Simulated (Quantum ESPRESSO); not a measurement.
# LiCl (Fm-3m): a volume series of phonon spectra, part 7 of 9

Wanted: mode Grüneisen parameters of LiCl and a free-energy fit over volumes.

Measurements to reproduce:
- volume expansion coefficient 131.4 1e-6/K and heat capacity C_P per formula unit 48.1 J/mol/K near room temperature (given in “High-Throughput Prediction of Finite-Temperature Properties using the Quasi-Harmonic Approximation”, 2016, arXiv:1603.06924)
- volume expansion coefficient 131.1 1e-6/K near room temperature (given in “Descriptors for thermal expansion in solids”, 2017, arXiv:1701.03966)

Quantum ESPRESSO 7.5; DFT PBE, scalar-relativistic, plane waves, GBRV ultrasoft pseudopotentials.

So far. Step 16 (Phonons, V/V0 0.985): No mode is imaginary beyond numerical noise along the path. The highest zone-centre mode (no LO–TO term) moved by +6.4 % for a volume change of -1.5 %. Step 16 (Phonons, V/V0 0.985): The time given is that of the 2 pw.x runs on displaced cells behind this step.

The database entry behind the starting cell differs from later determinations by our own check (0.1 to 0.3 % short, probably kX units), so it need not match the best structure at ambient conditions.

### Step 17. Ground state at this cell, V/V0 1.03

A tight ground state at this cell gives the energy of this member; its pressure is the stress at this cutoff, which can carry an offset from the finite basis.

This step: DFT PBE, scalar-relativistic, plane waves, GBRV ultrasoft pseudopotentials (Quantum ESPRESSO 7.5).

System of this step: LiCl. The structure is cubic, space group Fm-3m (No. 225). The conventional cell has a = 5.200 Å, b = 5.200 Å, c = 5.200 Å, α = 90.00°, β = 90.00°, γ = 90.00°. Li has 6 Cl at 2.60 Å nearest. Nearest to Cl lie 6 Li at 2.60 Å. Farther neighbours and most contacts between anions are not listed.

File scf.in:

```
&CONTROL
  calculation = 'scf'
  prefix      = 'x'
  outdir      = './tmp'
  pseudo_dir  = './pseudo'
  tprnfor     = .true.
  tstress     = .true.
/
&SYSTEM
  ibrav       = 0
  nat         = 2
  ntyp        = 2
  ecutwfc     = 45.0
  ecutrho     = 270.0
  occupations = 'fixed'
  nbnd        = 7
/
&ELECTRONS
  conv_thr         = 1.0d-12
  mixing_beta      = 0.7
  electron_maxstep = 100
/
ATOMIC_SPECIES
 Li      6.9400  Li.upf
 Cl     35.4500  Cl.upf
CELL_PARAMETERS angstrom
     0.000000000    2.599805219    2.599805219
     2.599805219    0.000000000    2.599805219
     2.599805219    2.599805219    0.000000000
ATOMIC_POSITIONS crystal
 Li     0.000000000   0.000000000   0.000000000
 Cl     0.500000000   0.500000000   0.500000000
K_POINTS automatic
 8 8 8 0 0 0
```

Command:

```bash
OMP_NUM_THREADS=1 mpirun -n 4 pw.x -nk 4 -in scf.in > scf.out
```

The log of the run:

```text
[banner, memory and clock lines left out]
Program PWSCF v.7.5

     Message from routine setup:
     using ibrav=0 with symmetry is DISCOURAGED, use correct ibrav instead

     G-vector sticks info

     bravais-lattice index     =            0
     lattice parameter (alat)  =       6.9479  a.u.
     unit-cell volume          =     237.1641 (a.u.)^3
     number of atoms/cell      =            2
     number of atomic types    =            2
     number of electrons       =        10.00
[...]
Total force =     0.000000     Total SCF correction =     0.000000

     Computing stress (Cartesian axis) and pressure

     negative rho (up, down):  1.457E-02 0.000E+00
          total   stress  (Ry/bohr**3)                   (kbar)     P=       -8.83
  -0.00006000   0.00000000   0.00000000           -8.83        0.00        0.00
   0.00000000  -0.00006000   0.00000000            0.00       -8.83        0.00
   0.00000000   0.00000000  -0.00006000            0.00        0.00       -8.83

     XML data file, charge density, pseudopotentials, collected wavefunctions
[key lines of the parts left out:]
!    total energy              =     -48.03129494 Ry
convergence has been achieved in   9 iterations
```

Run time: 3.3 s. Hardware: 4 MPI ranks of Arm Neoverse V1, shared host.

The run ends at a pressure of -0.88 GPa.

### Step 18. Zone-centre response

In a polar crystal the Born charges and ε∞ give the long-range dipole term that a finite supercell misses. They are those of this k-mesh and were not tested on a denser one; where the gap is small they converge slowly, and the LO modes with them.

File ph.in:

```
phonons
&INPUTPH
  prefix = 'x'
  outdir = './tmp'
  fildyn = 'x.dyn'
  tr2_ph = 1.0d-18
  epsil  = .true.
/
0.000000000 0.000000000 0.000000000
```

scf.in is that of step 17.

Command:

```bash
OMP_NUM_THREADS=1 mpirun -n 4 ph.x -nk 4 -in ph.in > ph.out
```

The log of the run:

```text
[banner, memory and clock lines left out]
Program PHONON v.7.5

     ./tmp/x.save/

     IMPORTANT: XC functional enforced from input :
     Exchange-correlation= PBE
                           (   1   4   3   4   0   0   0)
     Any further DFT definition will be discarded
     Please, verify this is what you really want

     G-vector sticks info

     negative rho (up, down):  1.457E-02 0.000E+00
     Reading collected, re-writing distributed wavefunctions in ./tmp/

     Number and degeneracy of irreps per q-point
[...]
freq (    1) =      -0.106409 [THz] =      -3.549421 [cm-1]
     freq (    2) =      -0.106409 [THz] =      -3.549421 [cm-1]
     freq (    3) =      -0.106409 [THz] =      -3.549421 [cm-1]
     freq (    4) =       4.389900 [THz] =     146.431287 [cm-1]
     freq (    5) =       4.389900 [THz] =     146.431287 [cm-1]
     freq (    6) =       4.389900 [THz] =     146.431287 [cm-1]
 **************************************************************************

     Mode symmetry, O_h (m-3m)  point group:

     freq (   1-   3) =         -3.5  [cm-1]   --> T_1u G_15  G_4- I
     freq (   4-   6) =        146.4  [cm-1]   --> T_1u G_15  G_4- I
```

Run time: 41 s. Hardware: 4 MPI ranks.

The Born charges sum to zero within 0.0053 e; the rest is removed before use. Acoustic frequencies in this log differ from zero by the error of the sum rule, which ph.x does not impose.

### Step 19. Forces on a displaced cell

System of this step: LiCl. The cell holds 54 atoms: 27 Li and 27 Cl. Cell: a = 11.030 Å, b = 11.030 Å, c = 11.030 Å, α = 60.0°, β = 60.0°, γ = 60.0°. It derives from LiCl, repeated 3×3×3.

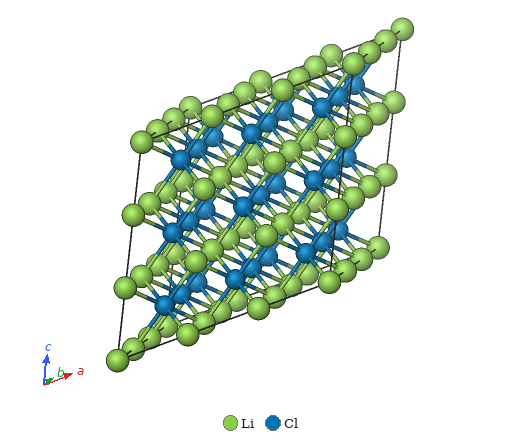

The cell of this step (lithium green, chlorine blue). Bonds to atoms that aren't drawn are left out. Some periodic images of atoms are drawn too.

File disp-00001.in:

```
&CONTROL
  calculation = 'scf'
  prefix      = 'x'
  outdir      = './tmp'
  pseudo_dir  = './pseudo'
  tprnfor     = .true.
  disk_io     = 'none'
/
&SYSTEM
  ibrav       = 0
  nat         = 54
  ntyp        = 2
  ecutwfc     = 45.0
  ecutrho     = 270.0
  occupations = 'fixed'
  nbnd        = 137
/
&ELECTRONS
  conv_thr         = 1.0d-11
  mixing_beta      = 0.7
  electron_maxstep = 100
/
ATOMIC_SPECIES
 Li      6.9400  Li.upf
 Cl     35.4500  Cl.upf
CELL_PARAMETERS angstrom
     0.000000000    7.799415657    7.799415657
     7.799415657    0.000000000    7.799415657
     7.799415657    7.799415657    0.000000000
ATOMIC_POSITIONS crystal
 Li     0.001813230   0.000000000   0.000000000
 Li     0.333333333   0.000000000   0.000000000
 Li     0.666666667   0.000000000   0.000000000
 Li     0.000000000   0.333333333   0.000000000
 Li     0.333333333   0.333333333   0.000000000
 Li     0.666666667   0.333333333   0.000000000
 Li     0.000000000   0.666666667   0.000000000
 Li     0.333333333   0.666666667   0.000000000
 Li     0.666666667   0.666666667   0.000000000
 Li     0.000000000   0.000000000   0.333333333
 Li     0.333333333   0.000000000   0.333333333
 Li     0.666666667   0.000000000   0.333333333
 Li     0.000000000   0.333333333   0.333333333
 Li     0.333333333   0.333333333   0.333333333
 Li     0.666666667   0.333333333   0.333333333
 Li     0.000000000   0.666666667   0.333333333
 Li     0.333333333   0.666666667   0.333333333
 Li     0.666666667   0.666666667   0.333333333
 Li     0.000000000   0.000000000   0.666666667
 Li     0.333333333   0.000000000   0.666666667
 Li     0.666666667   0.000000000   0.666666667
 Li     0.000000000   0.333333333   0.666666667
 Li     0.333333333   0.333333333   0.666666667
 Li     0.666666667   0.333333333   0.666666667
 Li     0.000000000   0.666666667   0.666666667
 Li     0.333333333   0.666666667   0.666666667
 Li     0.666666667   0.666666667   0.666666667
 Cl     0.166666667   0.166666667   0.166666667
 Cl     0.500000000   0.166666667   0.166666667
 Cl     0.833333333   0.166666667   0.166666667
 Cl     0.166666667   0.500000000   0.166666667
 Cl     0.500000000   0.500000000   0.166666667
 Cl     0.833333333   0.500000000   0.166666667
 Cl     0.166666667   0.833333333   0.166666667
 Cl     0.500000000   0.833333333   0.166666667
 Cl     0.833333333   0.833333333   0.166666667
 Cl     0.166666667   0.166666667   0.500000000
 Cl     0.500000000   0.166666667   0.500000000
 Cl     0.833333333   0.166666667   0.500000000
 Cl     0.166666667   0.500000000   0.500000000
 Cl     0.500000000   0.500000000   0.500000000
 Cl     0.833333333   0.500000000   0.500000000
 Cl     0.166666667   0.833333333   0.500000000
 Cl     0.500000000   0.833333333   0.500000000
 Cl     0.833333333   0.833333333   0.500000000
 Cl     0.166666667   0.166666667   0.833333333
 Cl     0.500000000   0.166666667   0.833333333
 Cl     0.833333333   0.166666667   0.833333333
 Cl     0.166666667   0.500000000   0.833333333
 Cl     0.500000000   0.500000000   0.833333333
 Cl     0.833333333   0.500000000   0.833333333
 Cl     0.166666667   0.833333333   0.833333333
 Cl     0.500000000   0.833333333   0.833333333
 Cl     0.833333333   0.833333333   0.833333333
K_POINTS automatic
 2 2 2 0 0 0
```

Command:

```bash
OMP_NUM_THREADS=1 mpirun -n 2 pw.x -nk 2 -in disp-00001.in > disp-00001.out
```

The log of the run:

```text
[banner, memory and clock lines left out]
Program PWSCF v.7.5

     Message from routine setup:
     using ibrav=0 with symmetry is DISCOURAGED, use correct ibrav instead

     G-vector sticks info

     bravais-lattice index     =            0
     lattice parameter (alat)  =      20.8438  a.u.
     unit-cell volume          =    6403.4319 (a.u.)^3
     number of atoms/cell      =           54
     number of atomic types    =            2
     number of electrons       =       270.00
     number of Kohn-Sham states=          137
     kinetic-energy cutoff     =      45.0000  Ry
     charge density cutoff     =     270.0000  Ry
     scf convergence threshold =      1.0E-11
     mixing beta               =       0.7000
     number of iterations used =            8  plain     mixing
     Exchange-correlation=  SLA  PW   PBX  PBC
                           (   1   4   3   4   0   0   0)

     celldm(1)=  20.843754  celldm(2)=   0.000000  celldm(3)=   0.000000
     celldm(4)=   0.000000  celldm(5)=   0.000000  celldm(6)=   0.000000

     crystal axes: (cart. coord. in units of alat)
               a(1) = (   0.000000   0.707107   0.707107 )
               a(2) = (   0.707107   0.000000   0.707107 )
               a(3) = (   0.707107   0.707107   0.000000 )

     reciprocal axes: (cart. coord. in units 2 pi/alat)
               b(1) = ( -0.707107  0.707107  0.707107 )
               b(2) = (  0.707107 -0.707107  0.707107 )
               b(3) = (  0.707107  0.707107 -0.707107 )

     PseudoPot. # 1 for Li read from file:
     ./pseudo/Li.upf
     Pseudo is Ultrasoft, Zval =  3.0
     Using radial grid of  751 points,  5 beta functions with:
                l(1) =   0
                l(2) =   0
                l(3) =   0
[...]
Q(r) pseudized with 10 coefficients,  rinner =    1.150   1.150   1.150

     PseudoPot. # 2 for Cl read from file:
     ./pseudo/Cl.upf
     Pseudo is Ultrasoft + core correction, Zval =  7.0
     Using radial grid of  909 points,  6 beta functions with:
[...]
l(5) =   2
                l(6) =   2
     Q(r) pseudized with  8 coefficients,  rinner =    1.300   1.300   1.300
                                                       1.300   1.300

     atomic species   valence    mass     pseudopotential
     Li                3.00     6.94000     Li( 1.00)
     Cl                7.00    35.45000     Cl( 1.00)

      4 Sym. Ops. (no inversion) found

   Cartesian axes

     site n.     atom                  positions (alat units)
         1        Li     tau(   1) = (   0.0000000   0.0012821   0.0012821  )
         2        Li     tau(   2) = (   0.0000000   0.2357023   0.2357023  )
         3        Li     tau(   3) = (   0.0000000   0.4714045   0.4714045  )
[...]
26        Li     tau(  26) = (   0.9428090   0.7071068   0.7071068  )
        27        Li     tau(  27) = (   0.9428090   0.9428090   0.9428090  )
        28        Cl     tau(  28) = (   0.2357023   0.2357023   0.2357023  )
        29        Cl     tau(  29) = (   0.2357023   0.4714045   0.4714045  )
        30        Cl     tau(  30) = (   0.2357023   0.7071068   0.7071068  )
[...]
53        Cl     tau(  53) = (   1.1785113   0.9428090   0.9428090  )
        54        Cl     tau(  54) = (   1.1785113   1.1785113   1.1785113  )

     number of k points=     5
                       cart. coord. in units 2pi/alat
        k(    1) = (   0.0000000   0.0000000   0.0000000), wk =   0.2500000
        k(    2) = (  -0.3535534  -0.3535534   0.3535534), wk =   0.5000000
        k(    3) = (  -0.7071068   0.0000000   0.0000000), wk =   0.2500000
        k(    4) = (  -0.3535534  -0.3535534  -0.3535534), wk =   0.5000000
        k(    5) = (  -0.0000000  -0.7071068   0.0000000), wk =   0.5000000

     Dense  grid:   480353 G-vectors     FFT dimensions: ( 120, 120, 120)

     Smooth grid:   261403 G-vectors     FFT dimensions: (  90,  90,  90)

     Initial potential from superposition of free atoms

     starting charge     257.8297, renormalised to     270.0000

     negative rho (up, down):  4.275E-01 0.000E+00
     Starting wfcs are  243 randomized atomic wfcs

     per-process dynamical memory:   908.3 Mb

     Self-consistent Calculation

     iteration #  1     ecut=    45.00 Ry     beta= 0.70
     Davidson diagonalization with overlap
     ethr =  1.00E-02,  avg # of iterations =  1.4

     Threshold (ethr) on eigenvalues was too large:
     Diagonalizing with lowered threshold

     Davidson diagonalization with overlap
     ethr =  1.73E-04,  avg # of iterations =  3.0

     negative rho (up, down):  4.025E-01 0.000E+00

     total energy              =   -1296.80650419 Ry
     estimated scf accuracy    <       0.48807772 Ry

     iteration #  2     ecut=    45.00 Ry     beta= 0.70
     Davidson diagonalization with overlap
     ethr =  1.81E-04,  avg # of iterations =  2.0

     negative rho (up, down):  3.944E-01 0.000E+00

     total energy              =   -1296.82977592 Ry
     estimated scf accuracy    <       0.02463923 Ry

     iteration #  3     ecut=    45.00 Ry     beta= 0.70
[...]
total energy              =   -1296.84334982 Ry
     estimated scf accuracy    <       0.00104395 Ry

[...]
ethr =  1.76E-10,  avg # of iterations =  3.6

     negative rho (up, down):  3.933E-01 0.000E+00

     total energy              =   -1296.84472700 Ry
     estimated scf accuracy    <       0.00000009 Ry

     iteration # 10     ecut=    45.00 Ry     beta= 0.70
     Davidson diagonalization with overlap
     ethr =  3.32E-11,  avg # of iterations =  5.0

     negative rho (up, down):  3.933E-01 0.000E+00

     total energy              =   -1296.84472704 Ry
     estimated scf accuracy    <          2.1E-09 Ry

     iteration # 11     ecut=    45.00 Ry     beta= 0.70
     Davidson diagonalization with overlap
```

The job ended after 23 min (2 MPI ranks).

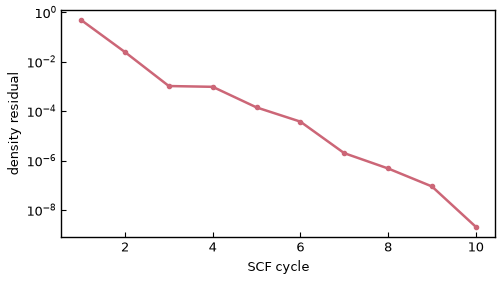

Residual by cycle in this run.

The run was cut off at its time limit.

After 10 cycles the residual stands at 2.1e-9.

### Step 20. Self-consistent run, V/V0 0.97

A tight ground state at this cell gives the energy of this member; its pressure is the stress at this cutoff, which can carry an offset from the finite basis.

System of this step: LiCl. It takes space group Fm-3m (No. 225, cubic). Conventional cell: a = 5.097 Å, b = 5.097 Å, c = 5.097 Å, α = 90.00°, β = 90.00°, γ = 90.00°. Nearest to Li lie 6 Cl at 2.55 Å. Nearest to Cl lie 6 Li at 2.55 Å. Farther neighbours and most contacts between anions are not listed.

The cell differs from the one that the last finished run ended in (a 3.677 → 3.604 Å, b 3.677 → 3.604 Å, c 3.677 → 3.604 Å).

Edit scf.in of step 18 so:

```diff
@@ -26,5 +26,5 @@
 CELL_PARAMETERS angstrom
-     0.000000000    2.599805219    2.599805219
-     2.599805219    0.000000000    2.599805219
-     2.599805219    2.599805219    0.000000000
+     0.000000000    2.548310328    2.548310328
+     2.548310328    0.000000000    2.548310328
+     2.548310328    2.548310328    0.000000000
 ATOMIC_POSITIONS crystal
```

Command:

```bash
OMP_NUM_THREADS=1 mpirun -n 4 pw.x -nk 4 -in scf.in > scf.out
```

The log of the run:

```text
[banner, memory and clock lines left out]
Program PWSCF v.7.5

     Message from routine setup:
     using ibrav=0 with symmetry is DISCOURAGED, use correct ibrav instead

     G-vector sticks info

     bravais-lattice index     =            0
     lattice parameter (alat)  =       6.8103  a.u.
     unit-cell volume          =     223.3488 (a.u.)^3
     number of atoms/cell      =            2
     number of atomic types    =            2
     number of electrons       =        10.00
[...]
Total force =     0.000000     Total SCF correction =     0.000000

     Computing stress (Cartesian axis) and pressure

     negative rho (up, down):  1.448E-02 0.000E+00
          total   stress  (Ry/bohr**3)                   (kbar)     P=       10.36
   0.00007044  -0.00000000   0.00000000           10.36       -0.00        0.00
  -0.00000000   0.00007044   0.00000000           -0.00       10.36        0.00
   0.00000000   0.00000000   0.00007044            0.00        0.00       10.36

     XML data file, charge density, pseudopotentials, collected wavefunctions
[key lines of the parts left out:]
!    total energy              =     -48.03125795 Ry
convergence has been achieved in   9 iterations
```

Elapsed: 3.3 s, on 4 MPI ranks; 13 s of CPU time.

The run ends at a pressure of 1.04 GPa.

### Step 21. Born charges and dielectric tensor

In a polar crystal the Born charges and ε∞ give the long-range dipole term that a finite supercell misses. They are those of this k-mesh and were not tested on a denser one; where the gap is small they converge slowly, and the LO modes with them.

ph.in is that of step 18.

scf.in is that of step 20.

Command:

```bash
OMP_NUM_THREADS=1 mpirun -n 4 ph.x -nk 4 -in ph.in > ph.out
```

The log of the run:

```text
[banner, memory and clock lines left out]
Program PHONON v.7.5

     ./tmp/x.save/

     IMPORTANT: XC functional enforced from input :
     Exchange-correlation= PBE
                           (   1   4   3   4   0   0   0)
     Any further DFT definition will be discarded
     Please, verify this is what you really want

     G-vector sticks info

     negative rho (up, down):  1.448E-02 0.000E+00
     Reading collected, re-writing distributed wavefunctions in ./tmp/

     Number and degeneracy of irreps per q-point
[...]
freq (    1) =      -0.243957 [THz] =      -8.137526 [cm-1]
     freq (    2) =      -0.243957 [THz] =      -8.137526 [cm-1]
     freq (    3) =      -0.243957 [THz] =      -8.137526 [cm-1]
     freq (    4) =       5.674515 [THz] =     189.281435 [cm-1]
     freq (    5) =       5.674515 [THz] =     189.281435 [cm-1]
     freq (    6) =       5.674515 [THz] =     189.281435 [cm-1]
 **************************************************************************

     Mode symmetry, O_h (m-3m)  point group:

     freq (   1-   3) =         -8.1  [cm-1]   --> T_1u G_15  G_4- I
     freq (   4-   6) =        189.3  [cm-1]   --> T_1u G_15  G_4- I
```

The job ended after 39 s (4 MPI ranks).

The Born charges sum to zero within 0.0054 e; the rest is removed before use. Acoustic frequencies in this log differ from zero by the error of the sum rule, which ph.x does not impose.

(Continued in part 8 of 9.)

[Logs are printed without paths, hosts, clocks, repeated set-up lines and the standing remarks that a program may print on its own settings, such as how far it seeks lower states.]

[Hosts, paths, dates, database ids (printed as entryN), source tags and the programs' standing remarks are cut or masked in the printed files.]

[A step with changed settings may run another functional than the one named; its input shows which.]

[Of the runs on displaced cells, only some may be shown.]
